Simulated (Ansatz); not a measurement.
```yaml
crystal:
  lattice:
    - [2.90044, 0.00000, 0.00000]
    - [-1.45022, 5.23322, 0.00000]
    - [0.00000, 0.00000, 21.24351]
  atoms:
    - { symbol: Ti, position: [0.44219, 0.88439, 0.35305] }
    - { symbol: Ti, position: [0.78819, 0.57638, 0.43949] }
    - { symbol: Ti, position: [0.05739, 0.11477, 0.45678] }
    - { symbol: Ti, position: [0.40338, 0.80676, 0.54322] }
    - { symbol: Ti, position: [0.67258, 0.34516, 0.56051] }
    - { symbol: Ti, position: [0.01857, 0.03714, 0.64695] }
```

Changed on purpose from its base cell (repeats removed: 2); not relaxed (largest force 1.2 eV/Å); computed without spin polarisation.

Computed with DFT PBEsol, scalar-relativistic, plane waves, PAW (Ansatz 0.2.0).

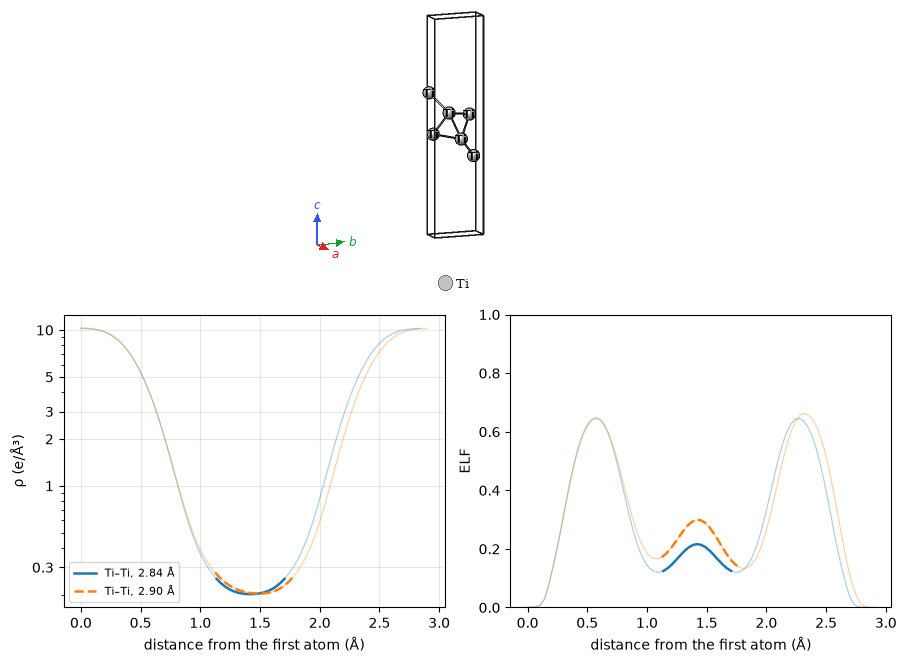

Ti (slab). Valence charge density (pseudo) and electron localisation function along straight lines between neighbouring atoms. Thin, pale parts lie inside the atomic spheres. The structure is drawn too.

Core electrons are frozen (PAW), and the valence fields are smoothed inside the atomic spheres.

Question: Compare the contacts.

Answer: Ti–Ti (2.84 Å): the density is about 0.2 e/Å³ at the midpoint; the ELF is about 0.20 at the midpoint (no shared electron pair shows on this line).
Ti–Ti (2.90 Å): ρ at the midpoint is about 0.2 e/Å³; the ELF is about 0.30 at the midpoint: no localised pair shows between them.
